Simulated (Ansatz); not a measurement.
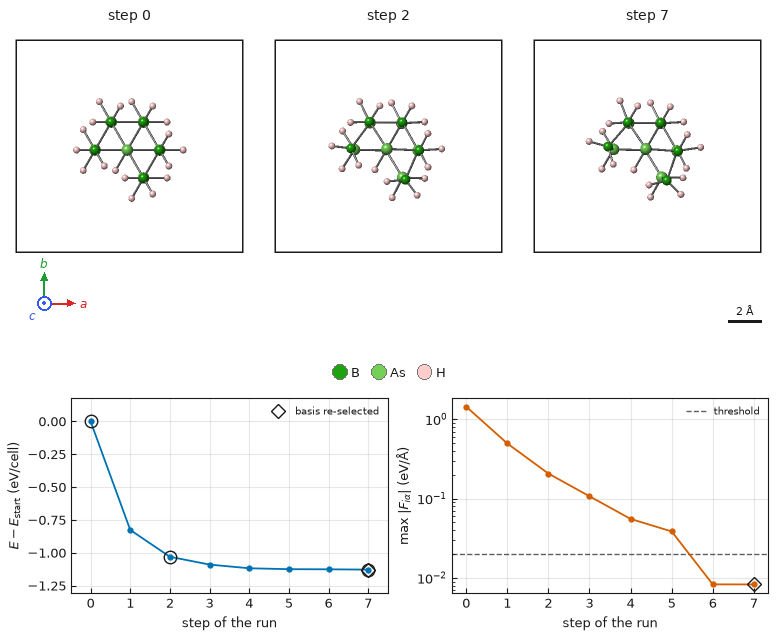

Frames of a relaxation of a wire of composition BAsH3, marked on the history of the run. The picture is a ball-and-stick view of the cell of the calculation, with the vacuum cut short (origin shifted), seen along the c axis.

Case: wire along [1 1 1], 12 atoms a period, capped with H.

All numbers below come from DFT PBE, scalar-relativistic, plane waves, PAW in Ansatz.

Input
```yaml
crystal:
  lattice:
    - [15.5, 0.0, 0.0]
    - [0.0, 15.2, 0.0]
    - [0.0, 0.0, 8.3291246211]
  atoms:
    - { symbol: B, position: [0.5532924683, 0.6118536476, 0.0] }
    - { symbol: As, position: [0.4899636457, 0.5, 0.4166666667] }
    - { symbol: B, position: [0.5532924683, 0.3881463524, 0.0] }
    - { symbol: B, position: [0.4266348231, 0.6118536476, 0.3333333333] }
    - { symbol: As, position: [0.6166212909, 0.5, 0.0833333333] }
    - { symbol: As, position: [0.3633060005, 0.5, 0.75] }
    - { symbol: B, position: [0.3633060005, 0.5, 0.0] }
    - { symbol: B, position: [0.6166212909, 0.5, 0.3333333333] }
    - { symbol: As, position: [0.4266348231, 0.6118536476, 0.0833333333] }
    - { symbol: As, position: [0.5532924683, 0.3881463524, 0.75] }
    - { symbol: B, position: [0.4899636457, 0.5, 0.6666666667] }
    - { symbol: As, position: [0.5532924683, 0.6118536476, 0.75] }
    - { symbol: H, position: [0.5894841702, 0.6757767352, 0.0476240523] }
    - { symbol: H, position: [0.4437355895, 0.4183503419, 0.3558359444] }
    - { symbol: H, position: [0.5894841702, 0.3242232648, 0.0476240523] }
    - { symbol: H, position: [0.4809090644, 0.3881463524, 0.0476240523] }
    - { symbol: H, position: [0.462826525, 0.6757767352, 0.3809573856] }
    - { symbol: H, position: [0.3542514193, 0.6118536476, 0.3809573856] }
    - { symbol: H, position: [0.7090774033, 0.5, 0.0225026111] }
    - { symbol: H, position: [0.3170779443, 0.5816496581, 0.6891692777] }
    - { symbol: H, position: [0.3170779443, 0.4183503419, 0.6891692777] }
    - { symbol: H, position: [0.2909225967, 0.5, 0.0476240523] }
    - { symbol: H, position: [0.3994977024, 0.4360769124, 0.0476240523] }
    - { symbol: H, position: [0.6528129928, 0.5639230876, 0.3809573856] }
    - { symbol: H, position: [0.6528129928, 0.4360769124, 0.3809573856] }
    - { symbol: H, position: [0.3804067669, 0.6935033057, 0.0225026111] }
    - { symbol: H, position: [0.6457485807, 0.3881463524, 0.6891692777] }
    - { symbol: H, position: [0.507064412, 0.3064966943, 0.6891692777] }
    - { symbol: H, position: [0.6457485807, 0.6118536476, 0.6891692777] }
    - { symbol: H, position: [0.507064412, 0.6935033057, 0.6891692777] }
basis:
  ecutwfc: 420
kpoints:
  mp_grid: { grid: [1, 1, 4] }
hamiltonian:
  xc: pbe
scf:
  occupations: { method: gaussian, width: 0.05 }
output:
  forces: true
  stress: true
  eigenvalues: true
  populations: true
  write_density: true
  write_potential: true
  elf: true
  volumetric_format: npy
relax:
  adjacent_minimum: "off"
  f_tol: 0.02
  max_steps: 45
  cell: { fix: [a, b, alpha, beta, gamma], stress_tol: 0.03 }
```

Run as
```bash
ansatz run input.yaml --threads 4 --pin off --max-ram 11264MiB --backend cpu --events-out ev --progress --plain --runs-dir out
```

**Describe the path.**

The largest moves relative to the centre of the atoms, 0.68 Å, are those of H15 and H22. Largest moves by element: H 0.68 Å, B 0.37 Å, As 0.16 Å. Along the periodic axis the drawn cell goes c 8.329 → 8.386 Å (+0.7 %). Near-neighbour distances that change, for instance: B1–As12 2.082 → 2.053 Å, As6–B7 2.082 → 2.061 Å, B3–H15 1.190 → 1.206 Å, B1–H13 1.190 → 1.204 Å. Bond angles that change, for instance: B7–As6–B11 109.5° → 120.8°, H20–As6–H21 109.5° → 98.7°, H29–As12–H30 109.5° → 99.6°. After 6 accepted moves (7 points after the start) the energy has fallen by 1.127 eV per cell of the calculation. The largest force component goes from 1.4 to 0.0083 eV/Å. The SCF was repeated once at an unchanged geometry on a basis and grid sized afresh for the cell, which shifted the energy by 2.4 meV per cell of the calculation at most. From step 0 to 2: H atoms move most (0.35 Å), energy −1.030 eV per cell of the calculation. From step 2 to 7: H atoms move most (0.34 Å), energy −97.7 meV per cell of the calculation.

```csv
step,"E − E(0), meV/atom","largest force component, eV/Å",note
0,0.00,1.4423,
1,-27.52,0.4957,
2,-34.32,0.2068,
3,-36.30,0.1069,
4,-37.23,0.0554,
5,-37.46,0.0385,
6,-37.50,0.0083,
7,-37.58,0.0083,"same geometry, new basis"
```
